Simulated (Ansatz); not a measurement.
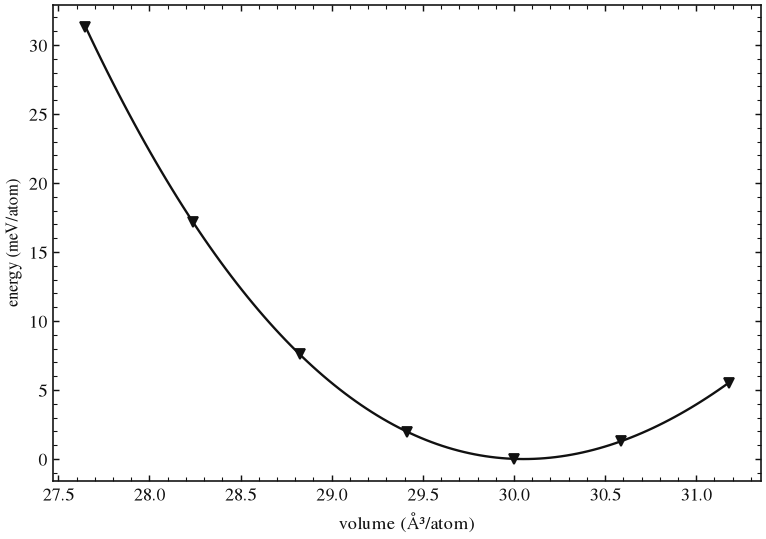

The figure shows the energy against volume for PbSe, space group Cmcm (No. 63).

Starting cell:
```cif
data_structure
_symmetry_space_group_name_H-M 'P 1'
_symmetry_Int_Tables_number 1
_cell_length_a 6.5014
_cell_length_b 6.5014
_cell_length_c 4.4505
_cell_angle_alpha 90.000
_cell_angle_beta 90.000
_cell_angle_gamma 141.287
_cell_volume 117.65
loop_
_atom_site_label
_atom_site_type_symbol
_atom_site_fract_x
_atom_site_fract_y
_atom_site_fract_z
_atom_site_occupancy
Pb1 Pb 0.36824 0.63176 0.25000 1
Pb2 Pb 0.63176 0.36824 0.75000 1
Se1 Se 0.13871 0.86129 0.25000 1
Se2 Se 0.86129 0.13871 0.75000 1
```

Calculation (Ansatz 0.2.0): plane-wave DFT, no spin polarisation; energies at scaled volumes of the given cell, shape and fractions fixed, counted from the fit's minimum, third-order Birch-Murnaghan fit. Level: PBE.

```
       setting        value
        k mesh        7×7×6
   occupations  Fermi–Dirac
smearing width      0.05 eV
    potentials   Ansatz PAW
   wave cutoff       420 eV
density cutoff      1680 eV
```

From this curve and the settings, what does the calculation give for the pressure at the same points?

The pressure falls from 4.50 GPa at volume 27.65 Å³/atom to −1.52 GPa at 31.18 Å³/atom, and changes sign near 30.06 Å³/atom.

| volume (Å³/atom) | pressure (GPa) |
| --- | --- |
| 27.65 | 4.50 |
| 28.24 | 3.21 |
| 28.82 | 2.05 |
| 29.41 | 1.01 |
| 30.00 | 0.08 |
| 30.59 | −0.76 |
| 31.18 | −1.52 |

Limits of the calculation: spin-orbit coupling left out, heavy elements; shape and atomic fractions are frozen while scaling, which makes layered, chain and framework solids too stiff.
